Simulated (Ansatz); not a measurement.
**MoS2: geometry relaxation (part 1 of 2)**

System: MoS2 (3 atoms in the cell).
Method: DFT PBEsol, scalar-relativistic, plane waves, PAW, no spin polarisation (Ansatz 0.2.0).

The structure derives from a Materials Project entry.

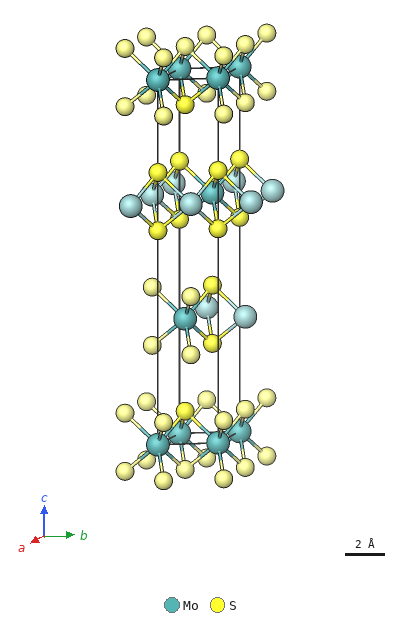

*The starting structure (ball-and-stick view of the cell 3 times as large as that of the calculation, set on its symmetry axes, seen slightly off an axis; neighbours outside the cell are drawn fainter).*

Near neighbours in the crystal (not all of them lie inside the picture): Mo has 6 S at 2.41 Å; S has 3 Mo at 2.41 Å.

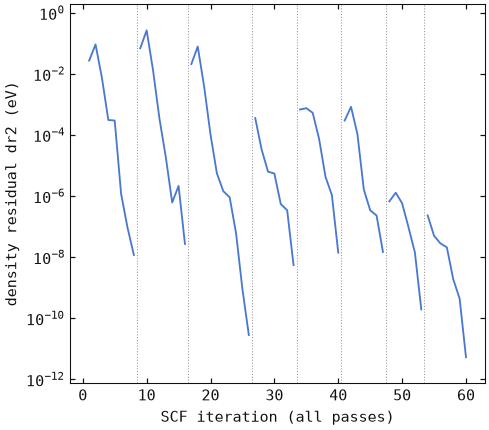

*Convergence of the self-consistent field: density residual dr2 against the SCF iteration. The dotted lines part the SCF passes of the relaxation: geometry steps, rejected trials and re-solves on a re-selected basis.*

The 8 passes take 6 to 10 iterations each, 60 in all.

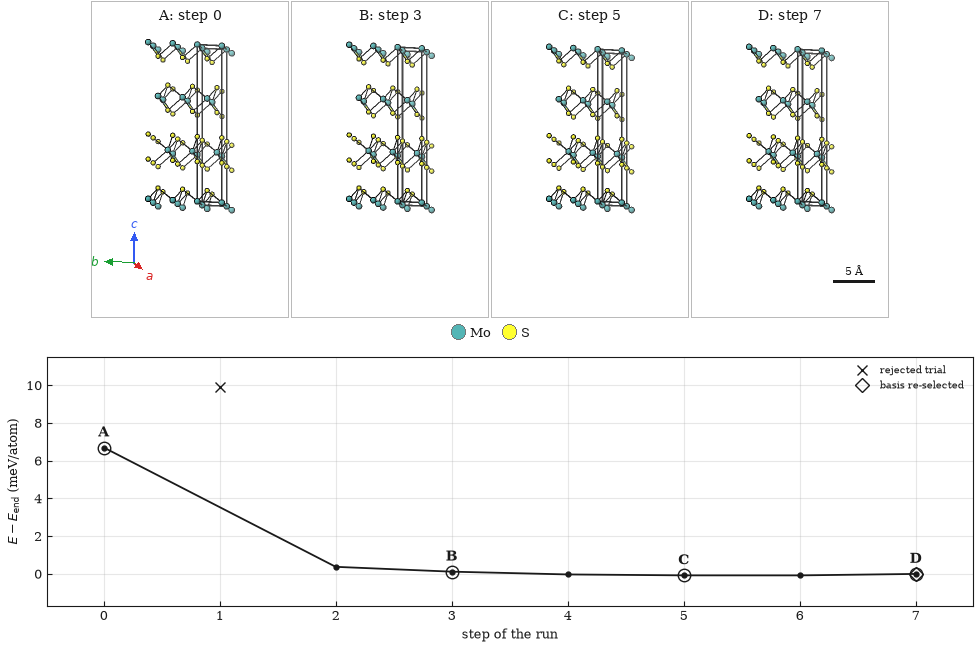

*Frames of the relaxation (ball-and-stick view of the cell 3 times as large as that of the calculation, set on its symmetry axes, repeated 2 × 3 × 1, seen at an oblique angle) above the curves, on which the letters mark them (the first geometry is step 0 here and step 1 in the log).*

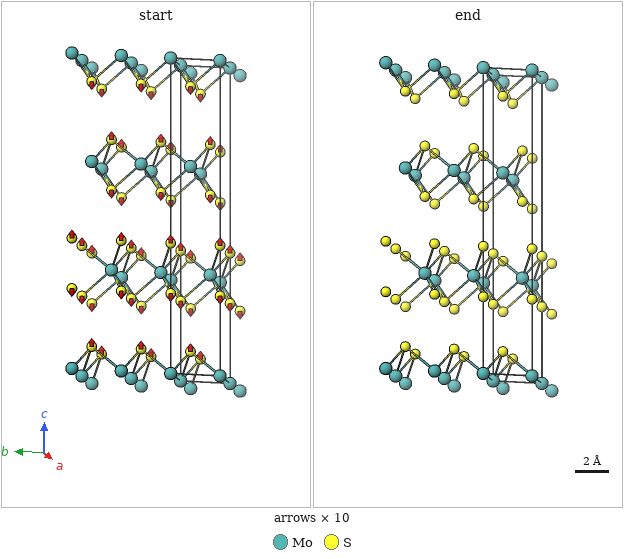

*Before (left) and after (right) the relaxation, at one scale (ball-and-stick view of the cell 3 times as large as that of the calculation, set on its symmetry axes, repeated 2 × 3 × 1, seen at an oblique angle). The red arrows give the displacements (without the part carried along by the change of the cell), magnified 10 times.*

The largest moves relative to the cell, 0.053 Å, are those of S2 and S3. Mo stays in place. The drawn cell changes as follows: a = b 3.184 → 3.143 Å (−1.3 %), c 19.446 → 18.855 Å (−3.0 %); the volume changes by −5.5 %. Among the contacts that change: Mo1–S2 2.406 → 2.392 Å. The space group stays R3m (No. 160). Over 6 geometry steps the energy falls by 6.8 meV per atom. Largest force component: 0.14 eV/Å at the start, 0.0009 eV/Å at the end. The pressure goes from −3.14 to 0.00 GPa. The line search rejected the trial step at point 1 (counted from 0) and went back. A last SCF at the same geometry on a re-selected plane-wave basis shifts the energy by +0.1 meV per atom. (Atoms are counted from 1 in the order of the input.)

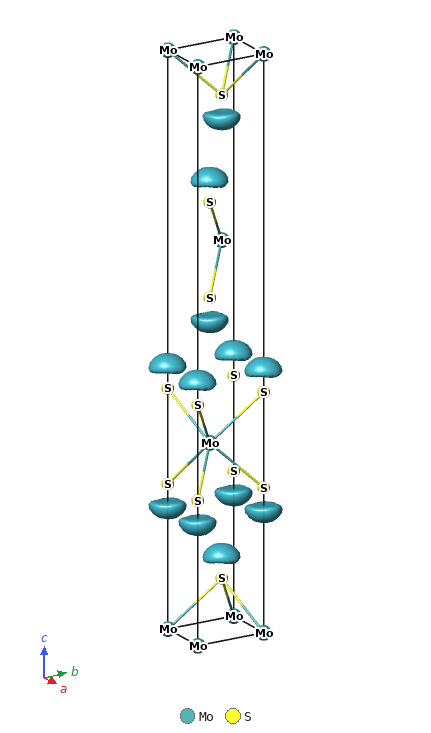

*Isosurface of the ELF at 0.9 (cyan), seen slightly off an axis. Core shells and regions of very low density are left out. Sticks mark near contacts. The outline is the cell set on symmetry axes.*

Along the contacts the grid gives the following. Mo–S (2.39 Å): the ELF is about 0.45 at the midpoint. In a PAW calculation such maps are meaningful between the atoms, not at the nuclei.

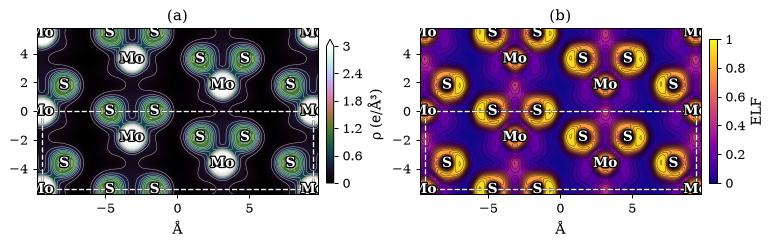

*(a) valence charge density (pseudo); (b) ELF on the (110) plane of the conventional cell.*

The section cuts through Mo and S sites. Mo–S (2.39 Å): the density is about 0.62 e/Å³ at the midpoint; the ELF is about 0.45 at the midpoint. Away from the nuclei the density in this plane falls to 0.01 e/Å³ at its lowest. The strong features right at Mo lie inside the PAW spheres (semicore, d or f shells) and say nothing about bonding.

These pictures come from the run below.

Input file
```yaml
crystal:
  lattice:
    - [1.5921519155, 0.919229337, 6.4820983796]
    - [-1.5921519155, 0.919229337, 6.4820983796]
    - [0.0, -1.838458674, 6.4820983796]
  atoms:
    - { symbol: Mo, position: [0.99977504, 0.99977504, 0.99977504] }
    - { symbol: S, position: [0.41293022, 0.41293022, 0.41293022] }
    - { symbol: S, position: [0.25329574, 0.25329574, 0.25329574] }
basis:
  ecutwfc: 420
kpoints:
  mp_grid: { grid: [12, 12, 12] }
hamiltonian:
  xc: pbesol
scf:
  occupations: { method: gaussian, width: 0.02 }
output:
  forces: true
  stress: true
  eigenvalues: true
  write_density: true
  write_potential: true
  elf: true
  volumetric_format: npy
relax:
  adjacent_minimum: "off"
  f_tol: 0.005
  max_steps: 80
  cell: { stress_tol: 0.05 }
```

Command:
```bash
ansatz run input.yaml --threads 1 --pin off --max-ram 2560MiB --backend cpu --events-out ev --progress --plain --runs-dir out
```

Output
```
basis.fft_grid_basis auto: the FFT boxes are laid along the combinations [[1, -1, 0], [0, 1, 0], [0, -1, 1]] of the cell's own vectors, 3.184, 6.738 and 3.184 Å long. The dense box has 24×48×24 points. Along the cell's own vectors, as sized, it would have 48×48×48, 4.00 times as many. Of the 6 symmetry operations that the crystal satisfies within crystal.symmetry.tolerance (time reversal apart; of a slab, those that keep its plane) the dense box along the cell's own vectors carries 6, and the one as laid loses 4 of those. basis.fft_grid_basis: typed keeps the cell's own vectors: state it where this run's energies or levels are differenced outside the engine with another run's, or held beside a run that keeps those vectors. Those combinations have planes normal to reciprocal vector 3, as the cell's own vectors have. Each planar average written beside output.write_density, output.write_potential has a row for each plane of the box: 24. The volumetric files lie along those combinations, not along the cell's own vectors: a cube or XSF file states them, and fields.json those of NumPy files.
Engine: ansatz 0.2.0, x86_64-unknown-linux-gnu
Pseudopotentials: kind: paw
Pseudopotential: Mo, paw, valence charge 14, recommended cutoff 420 eV (normal), Mo.paw.azcp
Pseudopotential: S, paw, valence charge 6, recommended cutoff 420 eV (normal), S.paw.azcp
Functional definition: PBEsol
  exchange = pbesol_x
  correlation = pbesol_c
Crystal: 3 atoms, lattice volume = 56.921 Å³
Basis set: ecut = 420 eV, 1155 PW (Γ), FFT grids on a1−a2, a2, −a2+a3, exchange–correlation on 48×96×48 points (8 copies of the dense FFT grid, shifted against one another)
Bands: 17, of which v1, the nominal top of the filled ones, is band 13 counted from 1 (12 counted from 0)
Symmetry: 6 space group operations
Space group: R3m (ITA 160), of the structure as read, at distance tolerance 3.8e-5 Å
k-points: 189 of 1728 (time reversal used)
Non-local potential: Mo, projectors of the file, l = 0: 3, l = 1: 2, l = 2: 2, l = 3: 1
Non-local potential: S, projectors of the file, l = 0: 2, l = 1: 2, l = 2: 2
PAW form: soft (Blöchl's): semilocal exchange-correlation on the pseudo side does not see the compensation charge
PAW frozen core: Mo, regenerated for the run's functional, and the local potential with it (the file was generated under x = pbe(κ = 0.804, μ = 0.2195149727645171), c = pbe(β = 0.06672455060314922))
PAW frozen core: S, regenerated for the run's functional, and the local potential with it (the file was generated under x = pbe(κ = 0.804, μ = 0.2195149727645171), c = pbe(β = 0.06672455060314922))
PAW one-centre angular grid: Mo, 590 points (default); XC on 64 Gauss nodes
PAW one-centre angular grid: S, 110 points (default); XC on 64 Gauss nodes
Initial density: superposition of atomic densities (neutral atoms: chi_scale 0, normalization atom), corrected by the library's trained network
Initial wavefunctions: pseudopotential atomic-orbital guess
Functional: x = pbesol(κ = 0.804, μ = 0.12345679012345678), c = pbesol(β = 0.046)
SCF iter   1: F=—  HF=-6670.147177 eV  |F-HF|=—  |Δ(HF+E_count)|=         —  Δρ=6.80e-3  dr2=2.75e-2  ethr=1.77e-3  ⟨swp⟩=6.0  Hψ=18124  notcnv=0
preconditioner: auto → none  [insulator: Δε(μ)=1.026 eV  Ē_g=8.056 eV  σ=0.020 eV  W_gap=1.00  n_scr=16 (ndim 8)  ℏωp=20.9 eV  f_vac=0.046  D(μ)=0.00/eV (n_scr^D=0)  ε∞_Penn≈7.7]
SCF iter   2: F=—  HF=-6670.159448 eV  |F-HF|=—  |Δ(HF+E_count)|=   1.23e-2  Δρ=7.69e-3  dr2=9.33e-2  ethr=1.06e-4  ⟨swp⟩=3.1  Hψ=7116  notcnv=0
SCF iter   3: F=—  HF=-6670.147801 eV  |F-HF|=—  |Δ(HF+E_count)|=   1.16e-2  Δρ=2.97e-3  dr2=7.47e-3  ethr=1.06e-4  ⟨swp⟩=2.9  Hψ=5620  notcnv=0
SCF iter   4: F=—  HF=-6670.147779 eV  |F-HF|=—  |Δ(HF+E_count)|=   2.24e-5  Δρ=8.96e-4  dr2=3.13e-4  ethr=2.87e-5  ⟨swp⟩=2.5  Hψ=4747  notcnv=0
SCF iter   5: F=—  HF=-6670.147920 eV  |F-HF|=—  |Δ(HF+E_count)|=   1.42e-4  Δρ=4.40e-4  dr2=3.00e-4  ethr=1.20e-6  ⟨swp⟩=2.0  Hψ=4715  notcnv=0
SCF iter   6: F=—  HF=-6670.147884 eV  |F-HF|=—  |Δ(HF+E_count)|=   3.67e-5  Δρ=7.12e-5  dr2=1.20e-6  ethr=1.15e-6  ⟨swp⟩=2.1  Hψ=3883  notcnv=0
SCF iter   7: F=—  HF=-6670.147870 eV  |F-HF|=—  |Δ(HF+E_count)|=   1.39e-5  Δρ=1.93e-5  dr2=9.45e-8  ethr=3.85e-10  ⟨swp⟩=8.1  Hψ=24389  notcnv=0
SCF iter   8: F=-6670.147870 eV  HF=-6670.147870 eV  |F-HF|=3.35e-9  |Δ(HF+E_count)|=   1.24e-7  Δρ=5.01e-6  dr2=1.19e-8  ethr=3.63e-10  ⟨swp⟩=7.0  Hψ=21488  notcnv=0
SCF 1 converged in 8 iterations: F = -6670.147870 eV  dr2 = 1.19e-8
  greatest PAW one-centre occupation: 0.999 electrons in one spin orbital (limit 2), on the Mo atom at site 0 (counted from 0), in its partial waves of l = 0
relax step   1: F+E_penalty+E_count = -6670.14787001 eV  Δ(F+E_penalty+E_count) = +0.000e0 eV  max|allowed force component| = 1.383e-1 eV/Å  Δτ_max = 0.0000 Å  P = -3.139 GPa  Ω = 56.921 Å³  (8 SCF iters, dr2 threshold 1.00e-7 eV, accepted)
Crystal: 3 atoms, lattice volume = 53.147 Å³
Basis set: ecut = 420 eV, 1023 PW (Γ), FFT grids on a1−a2, a2, −a2+a3, exchange–correlation on 48×96×48 points (8 copies of the dense FFT grid, shifted against one another)
Initial density: handed on by an earlier stage of this run
Initial wavefunctions: those handed on with the density
iter 1 solved again at ethr=2.62e-4 eV; its pass at ethr=3.10e-3 eV (dr2=6.82e-2 eV) is discarded
SCF iter   1: F=—  HF=-6670.152550 eV  |F-HF|=—  |Δ(HF+E_count)|=         —  Δρ=6.11e-3  dr2=6.98e-2  ethr=2.62e-4  ⟨swp⟩=1.0  Hψ=20631  notcnv=0
preconditioner: auto → none  [insulator: Δε(μ)=1.136 eV  Ē_g=8.296 eV  σ=0.020 eV  W_gap=1.00  n_scr=10 (ndim 8)  ℏωp=21.6 eV  f_vac=0.018  D(μ)=0.00/eV (n_scr^D=0)  ε∞_Penn≈7.8]
SCF iter   2: F=—  HF=-6670.175479 eV  |F-HF|=—  |Δ(HF+E_count)|=   2.29e-2  Δρ=1.18e-2  dr2=2.70e-1  ethr=2.62e-4  ⟨swp⟩=3.0  Hψ=5797  notcnv=0  recentre
SCF iter   3: F=—  HF=-6670.140555 eV  |F-HF|=—  |Δ(HF+E_count)|=   3.49e-2  Δρ=3.23e-3  dr2=1.34e-2  ethr=2.62e-4  ⟨swp⟩=3.0  Hψ=6256  notcnv=0
SCF iter   4: F=—  HF=-6670.138199 eV  |F-HF|=—  |Δ(HF+E_count)|=   2.36e-3  Δρ=1.20e-3  dr2=3.52e-4  ethr=5.17e-5  ⟨swp⟩=2.0  Hψ=4996  notcnv=0
SCF iter   5: F=—  HF=-6670.138185 eV  |F-HF|=—  |Δ(HF+E_count)|=   1.47e-5  Δρ=1.67e-4  dr2=1.90e-5  ethr=1.35e-6  ⟨swp⟩=2.6  Hψ=5642  notcnv=0
SCF iter   6: F=—  HF=-6670.138196 eV  |F-HF|=—  |Δ(HF+E_count)|=   1.08e-5  Δρ=4.92e-5  dr2=6.22e-7  ethr=7.31e-8  ⟨swp⟩=2.0  Hψ=4710  notcnv=0
SCF iter   7: F=—  HF=-6670.138196 eV  |F-HF|=—  |Δ(HF+E_count)|=   3.77e-7  Δρ=3.04e-5  dr2=2.17e-6  ethr=1.15e-9  ⟨swp⟩=11.2  Hψ=26192  notcnv=0
SCF iter   8: F=-6670.138196 eV  HF=-6670.138196 eV  |F-HF|=2.15e-8  |Δ(HF+E_count)|=   3.83e-7  Δρ=5.11e-6  dr2=2.73e-8  ethr=1.15e-9  ⟨swp⟩=7.5  Hψ=22402  notcnv=0
SCF 2 converged in 8 iterations: F = -6670.138196 eV  dr2 = 2.73e-8
relax step   2: F+E_penalty+E_count = -6670.13819556 eV  Δ(F+E_penalty+E_count) = +9.674e-3 eV  max|allowed force component| = 2.578e-1 eV/Å  Δτ_max = 0.0523 Å  P = +1.733 GPa  Ω = 53.147 Å³  energy of the carried Pulay correction = +2.842e-4 eV  (8 SCF iters, dr2 threshold 3.00e-7 eV, rejected (line search))
Crystal: 3 atoms, lattice volume = 54.914 Å³
Basis set: ecut = 420 eV, 1059 PW (Γ), FFT grids on a1−a2, a2, −a2+a3, exchange–correlation on 48×96×48 points (8 copies of the dense FFT grid, shifted against one another)
iter 1 solved again at ethr=9.11e-5 eV; its pass at ethr=3.10e-3 eV (dr2=2.37e-2 eV) is discarded
SCF iter   1: F=—  HF=-6670.171222 eV  |F-HF|=—  |Δ(HF+E_count)|=         —  Δρ=3.26e-3  dr2=2.12e-2  ethr=9.11e-5  ⟨swp⟩=1.0  Hψ=20492  notcnv=0
preconditioner: auto → none  [insulator: Δε(μ)=1.122 eV  Ē_g=8.213 eV  σ=0.020 eV  W_gap=1.00  n_scr=16 (ndim 8)  ℏωp=21.3 eV  f_vac=0.029  D(μ)=0.00/eV (n_scr^D=0)  ε∞_Penn≈7.7]
SCF iter   2: F=—  HF=-6670.177833 eV  |F-HF|=—  |Δ(HF+E_count)|=   6.61e-3  Δρ=6.46e-3  dr2=7.94e-2  ethr=8.16e-5  ⟨swp⟩=3.0  Hψ=5799  notcnv=0  recentre
SCF iter   3: F=—  HF=-6670.167540 eV  |F-HF|=—  |Δ(HF+E_count)|=   1.03e-2  Δρ=1.70e-3  dr2=3.91e-3  ethr=8.16e-5  ⟨swp⟩=2.9  Hψ=5699  notcnv=0
SCF iter   4: F=—  HF=-6670.166858 eV  |F-HF|=—  |Δ(HF+E_count)|=   6.82e-4  Δρ=6.32e-4  dr2=1.04e-4  ethr=1.50e-5  ⟨swp⟩=1.6  Hψ=4850  notcnv=0
SCF iter   5: F=—  HF=-6670.166851 eV  |F-HF|=—  |Δ(HF+E_count)|=   6.83e-6  Δρ=7.70e-5  dr2=5.58e-6  ethr=3.99e-7  ⟨swp⟩=2.7  Hψ=5693  notcnv=0
SCF iter   6: F=—  HF=-6670.166851 eV  |F-HF|=—  |Δ(HF+E_count)|=   1.90e-7  Δρ=4.06e-5  dr2=1.46e-6  ethr=2.15e-8  ⟨swp⟩=2.0  Hψ=4564  notcnv=0
SCF iter   7: F=—  HF=-6670.166851 eV  |F-HF|=—  |Δ(HF+E_count)|=   7.83e-8  Δρ=2.69e-5  dr2=9.17e-7  ethr=5.63e-9  ⟨swp⟩=2.0  Hψ=4676  notcnv=0
SCF iter   8: F=—  HF=-6670.166851 eV  |F-HF|=—  |Δ(HF+E_count)|=   1.47e-7  Δρ=7.95e-6  dr2=6.12e-8  ethr=3.53e-9  ⟨swp⟩=1.8  Hψ=3979  notcnv=0
SCF iter   9: F=—  HF=-6670.166851 eV  |F-HF|=—  |Δ(HF+E_count)|=   5.18e-9  Δρ=1.36e-6  dr2=8.89e-10  ethr=2.36e-10  ⟨swp⟩=2.7  Hψ=4511  notcnv=0
SCF iter  10: F=-6670.166851 eV  HF=-6670.166851 eV  |F-HF|=5.46e-12  |Δ(HF+E_count)|=  7.19e-11  Δρ=3.08e-7  dr2=2.85e-11  ethr=1.00e-12  ⟨swp⟩=5.3  Hψ=18120  notcnv=0
SCF 3 converged in 10 iterations: F = -6670.166851 eV  dr2 = 2.85e-11
relax step   3: F+E_penalty+E_count = -6670.16685053 eV  Δ(F+E_penalty+E_count) = -1.898e-2 eV  max|allowed force component| = 6.270e-2 eV/Å  Δτ_max = 0.0256 Å  P = -0.517 GPa  Ω = 54.914 Å³  energy of the carried Pulay correction = +1.487e-4 eV  (10 SCF iters, accepted)
Crystal: 3 atoms, lattice volume = 54.452 Å³
Basis set: ecut = 420 eV, 1047 PW (Γ), FFT grids on a1−a2, a2, −a2+a3, exchange–correlation on 48×96×48 points (8 copies of the dense FFT grid, shifted against one another)
iter 1 solved again at ethr=1.72e-6 eV; its pass at ethr=3.10e-3 eV (dr2=4.47e-4 eV) is discarded
```
